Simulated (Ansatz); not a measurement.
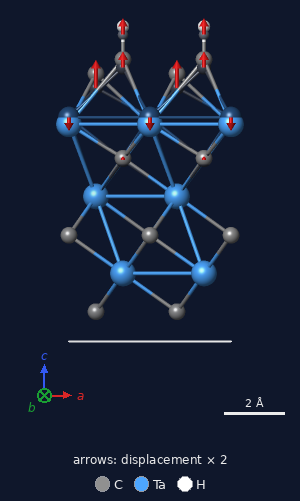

This is a constrained relaxation of a slab of composition Ta3HC5 (cut from the Fm-3m phase). The starting structure is drawn faded, the final one solid; red arrows show the displacements, 2 times their true length.

Style: ball-and-stick. Shown: the 2 × 2 repeat of the cell, outlined in the plane, without the vacuum, along the b axis.

Case: CH put at a hollow C-Ta site. The slab is the (1 1 1) face of TaC with CH on it. 3 atoms are held fixed.

The calculation used Ansatz 0.2.0, DFT PBEsol, scalar-relativistic, plane waves, PAW. (plane-wave cutoff 420 eV; k-point mesh 9 × 9 × 1; occupations gaussian; smearing width 0.1 eV; no spin polarisation; dipole correction; atoms relaxed in a fixed cell; force threshold 0.03 eV/Å; at most 70 steps)

### Atoms of which element are displaced furthest, and by how much?

Carbon: up to 0.47 Å, against 0.28 Å for hydrogen.

### Describe the change and its energy.

After 9 accepted moves (10 points after the start) the energy has fallen by 1.533 eV per cell of the calculation. The largest force component goes from 5 to 0.012 eV/Å. The line search rejected the trial step at point 7 of the run. A C atom moves most: 0.47 Å along the normal (+c). By element the largest moves are C 0.47 Å, H 0.28 Å, Ta 0.23 Å. The cell stays as it was. Some distances before and after: C–Ta 2.069 → 2.483 Å, C–Ta 2.470 → 2.833 Å, Ta–Ta 3.208 → 3.023 Å, C–Ta 2.307 → 2.140 Å. Bond angles that change, for instance: Ta–C–Ta 98.7° → 78.4°, Ta–C–Ta 78.9° → 67.3°, Ta–C–Ta 85.7° → 94.3°.

Limits of the set-up: the periodic images lie only 3.1 Å apart, so the values are limited by the cell's size.
